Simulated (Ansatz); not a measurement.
Si (slab)

```
Si
1.0
     3.85128    0.00000    0.00000
    -1.92564    3.33531    0.00000
     0.00000    0.00000   18.98363
Si
4
Direct
  0.66667 0.33333 0.39508
  0.33333 0.66667 0.43728
  0.33333 0.66667 0.56272
  0.66667 0.33333 0.60492
```

Changed on purpose from its base cell (repeats removed: 1); not relaxed (largest force 0.7 eV/Å).

Theory: DFT PBE, scalar-relativistic, plane waves, PAW in Ansatz.

Q: What will maps of the valence pseudo-density and electron localisation function show?

A: Si–Si (2.36 Å): ρ at the midpoint is about 0.55 e/Å³; the ELF peaks at about 0.95 between the atoms.

Q: Metal or insulator at this level of theory?

A: It is gapless in this calculation (a metal or semimetal).

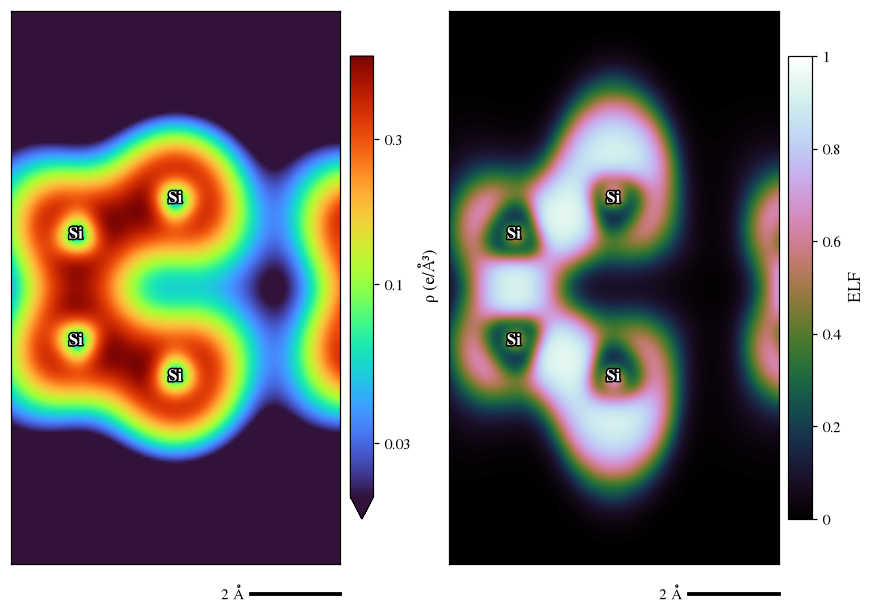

Computed valence pseudo-density and electron localisation function on the (110) plane of the calculation cell, a cut from vacuum to vacuum, in this order. 

The density is the valence pseudo-density of a PAW calculation; it isn't the true density close to the nuclei.
